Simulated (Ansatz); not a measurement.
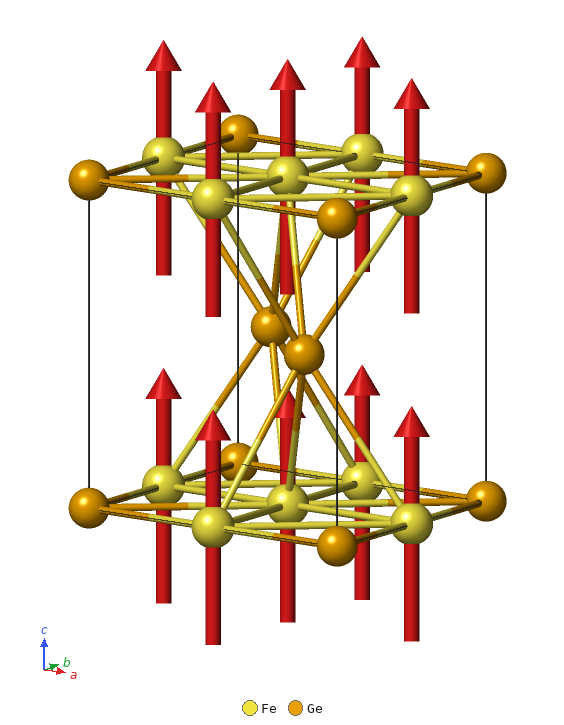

An orthographic ball-and-stick view of the structure, slightly off an axis. The simulation cell is drawn as a box. Arrows are the site magnetic moments above 0.25 μB; longer means larger, and red and blue are up and down (without spin-orbit coupling the axis itself is arbitrary).

This is the state reached for FeGe. Calculation details: Ansatz 0.2.0, DFT r2SCAN, scalar-relativistic, plane waves, PAW; cutoff 500 eV, k-point mesh 8×8×8, Gaussian smearing of 0.05 eV, collinear spins.

### Which kind of magnetic order is this?

Ferromagnetic (within this cell). Site moments: 3 Fe +2.4 μB. The net spin moment of the whole cell is 6.8 μB, including what lies between the atoms and on sites without an arrow.

Origin of the cell: a structure listed in the Materials Project. It was relaxed at fixed volume with DFT r2SCAN, scalar-relativistic, plane waves, PAW (Ansatz).
